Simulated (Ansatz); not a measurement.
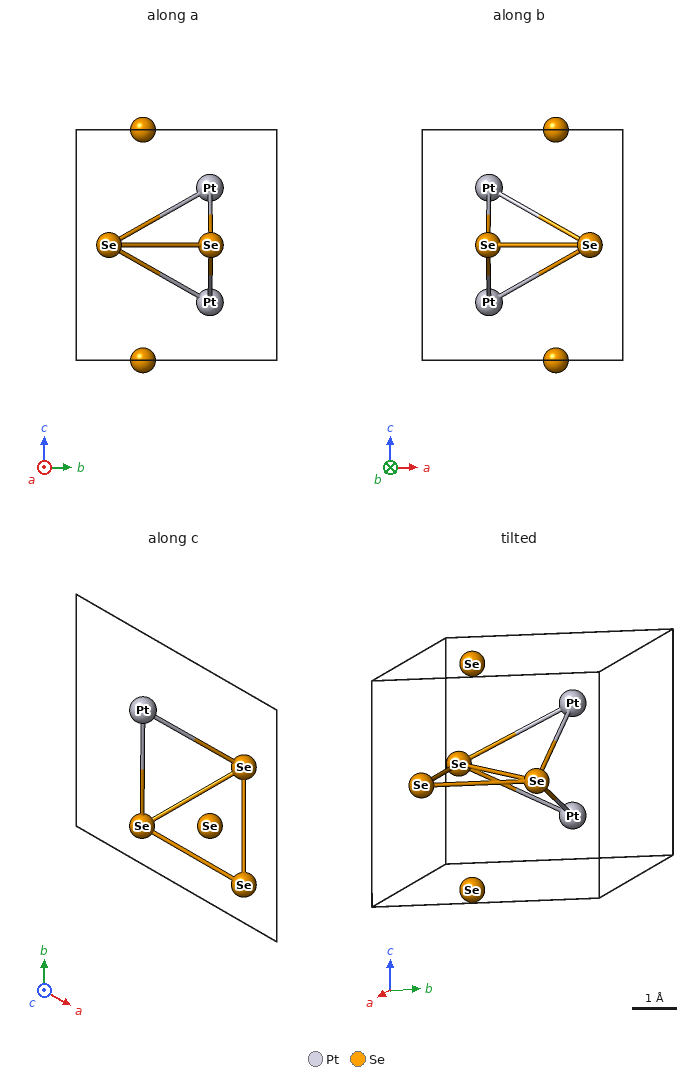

The image is a ball-and-stick drawing of a crystal, viewed along the a axis, along the b axis, along the c axis and slightly off an axis. Lines trace the edges of the conventional unit cell.

Lattice parameters: a = 5.3589 Å, b = 5.3589 Å, c = 5.3333 Å, α = 90.000°, β = 90.000°, γ = 120.000°.

Record the structure as a CIF in P1 with every atom of the cell, with free fractional coordinates to two decimals.

```cif
data_structure
_symmetry_space_group_name_H-M 'P 1'
_symmetry_Int_Tables_number 1
_cell_length_a 5.3589
_cell_length_b 5.3589
_cell_length_c 5.3333
_cell_angle_alpha 90.000
_cell_angle_beta 90.000
_cell_angle_gamma 120.000
_cell_volume 132.64
loop_
_atom_site_label
_atom_site_type_symbol
_atom_site_fract_x
_atom_site_fract_y
_atom_site_fract_z
_atom_site_occupancy
Pt1 Pt 0.3333 0.6667 0.25 1
Pt2 Pt 0.3333 0.6667 0.75 1
Se1 Se 0.84 0.16 0.50 1
Se2 Se 0.84 0.67 0.50 1
Se3 Se 0.33 0.16 0.50 1
Se4 Se 0.6667 0.3333 0.00 1
```

Origin of the cell: a random cell made by a generator, so it need not be a real form of the compound. Atoms and cell were optimised with DFT PBE, scalar-relativistic, plane waves, PAW (Ansatz 0.2.0).
